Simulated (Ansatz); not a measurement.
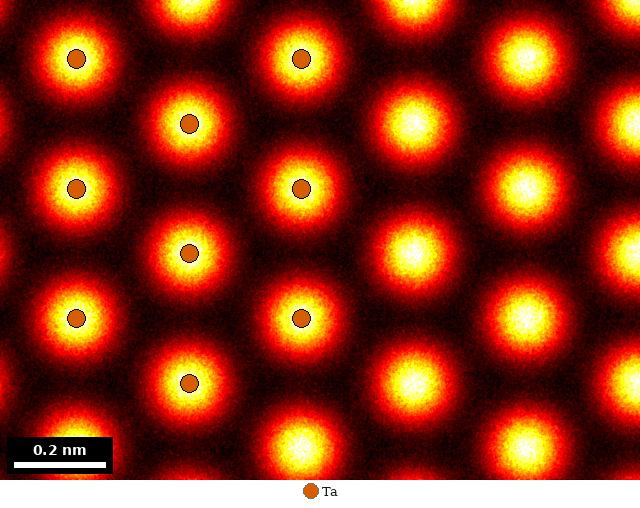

HAADF-like image of Ta (P6/mmm, No. 191) along [001]. Simulation: incoherent imaging, intensity Z^1.8 per atom, probe width 1.30 Å, thin sample. The probe carries 25 % of its weight in a tail 2.5 times as wide. Shot noise was added. Structure used: the geometry relaxed with Ansatz, DFT, BLYP, plane waves (420 eV) with PAW, scalar-relativistic; the starting structure was generated, so it need not be a known form of this composition.

Coloured dots in one corner mark the columns of the model.

Q: Describe what the image shows.

A: The columns repeat on a hexagonal net with a repeat of 2.84 Å (plane group p6mm). All columns are alike (Ta). The shortest distance between visible columns is 2.84 Å in projection. Along the beam the structure repeats every 2.75 Å.
